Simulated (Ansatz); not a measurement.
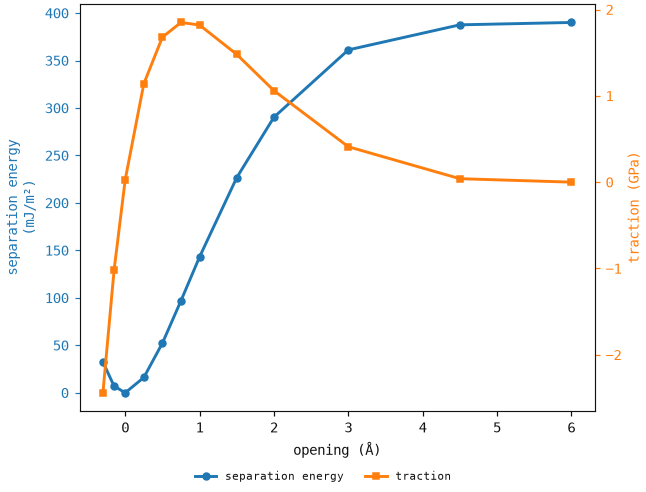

Calculation (Ansatz 0.2.0): rigid opening of a crystal across a plane by lengthening cell vector c along the normal, one cut a cell, unrelaxed, by plane-wave density functional theory with PAW datasets, free energies less that of the undisturbed cell; scalar-relativistic. Level: PBEsol, no spin polarisation.

wave cutoff 420 eV; k mesh 17×17×6; occupations Gaussian; smearing width 0.15 eV; k shift (0, 0, 0) (mesh steps); start relaxed; height of the cut 0 (fraction of cell vector c).

Structure:
```yaml
crystal:
  lattice:
    - [0.00000, -3.38795, 0.00000]
    - [0.00000, 0.00000, -3.38795]
    - [10.16385, 0.00000, 0.00000]
  atoms:
    - { symbol: Na, position: [0.00000, 0.00000, 0.83335] }
    - { symbol: Na, position: [0.00000, 0.00000, 0.16668] }
    - { symbol: Na, position: [0.00000, 0.00000, 0.50002] }
```

Caption: Separation energy and traction against opening for Na, space group Pm-3m (No. 221).

The energy levels off at about 390 mJ/m², the work of separating the two rigid halves, or 195 mJ/m² for each new face on average. The energy rises on both sides of the starting structure, which is therefore a minimum along this path. The separation energy is 32.4 mJ/m² at opening −0.30 Å and 390.1 mJ/m² at 6.00 Å; the lowest computed point is at opening 0.00 Å (0.0 mJ/m²), in a single well. The traction goes from −2.44 GPa at opening −0.30 Å to 0.00 GPa at 6.00 Å, not monotonically, with a high of 1.85 GPa at 0.75 Å. The greatest sampled traction is 1.85 GPa.
